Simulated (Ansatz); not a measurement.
## Electronic structure of Si7Ge in real space

```
CELL_PARAMETERS angstrom
-5.24081 0.00000 5.45918
5.67754 0.00000 5.45918
0.00000 5.45918 0.00000
ATOMIC_POSITIONS crystal
Si 0.00000 0.25278 0.24991
Si 0.50000 0.75278 0.24991
Si 0.25000 0.25000 0.50264
Si 0.75000 0.75000 0.50264
Si 0.75000 0.25000 0.50264
Si 0.25000 0.75000 0.50264
Si 0.50000 0.00000 0.00208
Si 0.00000 0.50000 0.00208
Si 0.50000 0.24722 0.24991
Si 0.00000 0.74722 0.24991
Si 0.25241 0.00000 0.74468
Si 0.75241 0.50000 0.74468
Si 0.74759 0.00000 0.74468
Si 0.24759 0.50000 0.74468
Ge 0.00000 0.00000 0.00347
Ge 0.50000 0.50000 0.00347
```

Space group Cmm2; a structure from a database of computed crystals, not necessarily the ambient phase.

These are results of DFT PBEsol, scalar-relativistic, plane waves, PAW (Ansatz), not measurements.

Core electrons are frozen (PAW), and the valence fields are smoothed inside the atomic spheres.

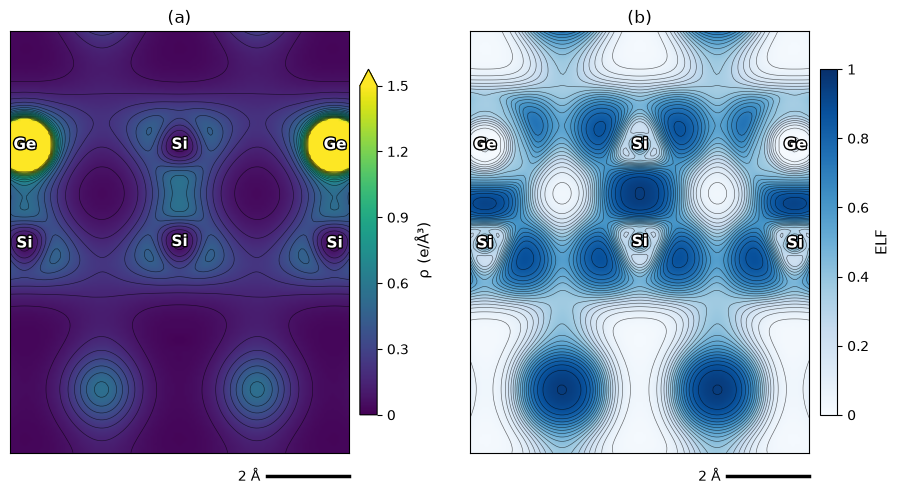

Figure 1. (a) valence electron density; (b) electron localisation function on the (011) plane of the conventional cell.

**Interpret the plot.**

- Atoms in the plane: Si and Ge.
- Si–Si (2.37 Å): ρ is about 0.55 e/Å³ halfway; the ELF peaks at about 0.95 between the atoms; a covalent bond.
- Si–Ge (2.40 Å): ρ is about 0.53 e/Å³ halfway; the ELF peaks at about 0.90 between the atoms, as expected for a shared electron pair.
- Between the atoms the lowest density in this plane is 0.01 e/Å³.

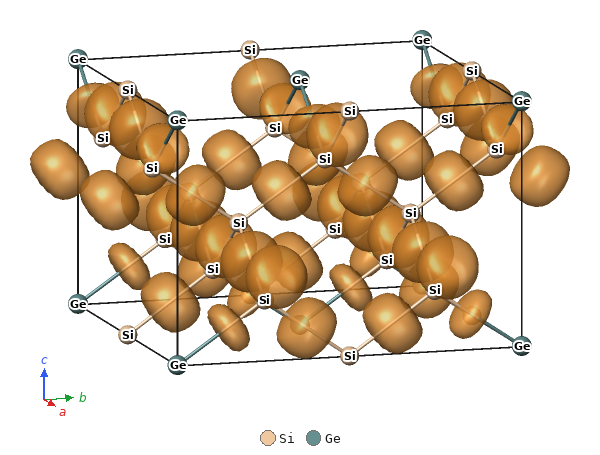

Figure 2. Isosurface of the electron localisation function at 0.8 (orange), seen slightly off an axis. Only the valence region is drawn (cores and ρ < 0.01 e/Å³ removed). Sticks mark near contacts.

**Describe the localisation domains.**

The surface consists of eight regions between bonded Ge–Si atoms (shared pairs) and 24 regions between bonded Si–Si atoms (shared pairs), counted in one cell of 16 atoms. Any copies at cell faces, edges or corners count once. Along the contacts the grid gives the following. Si–Si (2.34 Å): the ELF peaks at about 0.95 between the atoms, as expected for a covalent bond. Si–Ge (2.38 Å): the ELF peaks at about 0.90 between the atoms; localised, covalent bonding.
